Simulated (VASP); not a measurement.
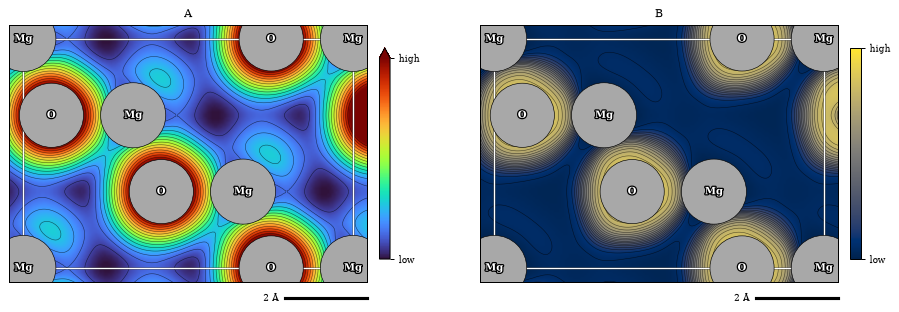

MgO: 2 fields on the (110) plane of the conventional cell, with unlabelled colour scales. Grey discs cover the atomic cores.

Space group R3m; a generated structure, not necessarily the stable one; changed on purpose from its base cell (shear 111 strain +1.8%).

These are results of Kohn-Sham DFT of a periodic cell, PBE, VASP PAW PBE potentials, recommended (VASP), not measurements.

### Which field does each panel show? The fields are: electron localisation function and valence pseudo-density.

Panel A: valence pseudo-density. Panel B: electron localisation function. From the grid: Mg–O (1.99 Å): the density is about 0.4 e/Å³ at the midpoint; the ELF peaks at about 0.85 in the valence shell of O, 0.7 Å from its nucleus, and falls to about 0.50 next to Mg (a closed-shell, largely ionic contact).
